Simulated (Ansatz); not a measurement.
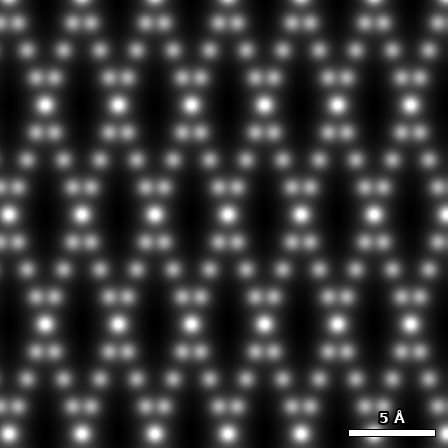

iDPC-like image of a crystal. Simulated as the projected potential of neutral atoms (B = 0.8 Å²) blurred by a 0.51 Å probe, the thin-sample limit of integrated differential phase contrast. The display is stretched by a gamma of 0.65; percentages refer to the linear signal.

> What two-dimensional lattice does the image show, and how large is its cell?

The pattern repeats on a centred rectangular net of 4.3 × 13.0 Å.

> What is the plane group of the image?

c2mm: perpendicular mirror lines on a centred net, with further twofold points between them.

> How many columns does the smallest repeating cell hold, and how many levels of brightness?

7 columns in the primitive cell of 28.2 Å², with 2 levels of brightness (about 100, 50 % of the brightest, counted from the darkest point).

The crystal is Hg (Pm-3n, No. 223) seen along [221]. Model: the input geometry of an electronic-structure calculation (not necessarily at equilibrium); the starting structure was generated, so it need not be a known form of this composition.
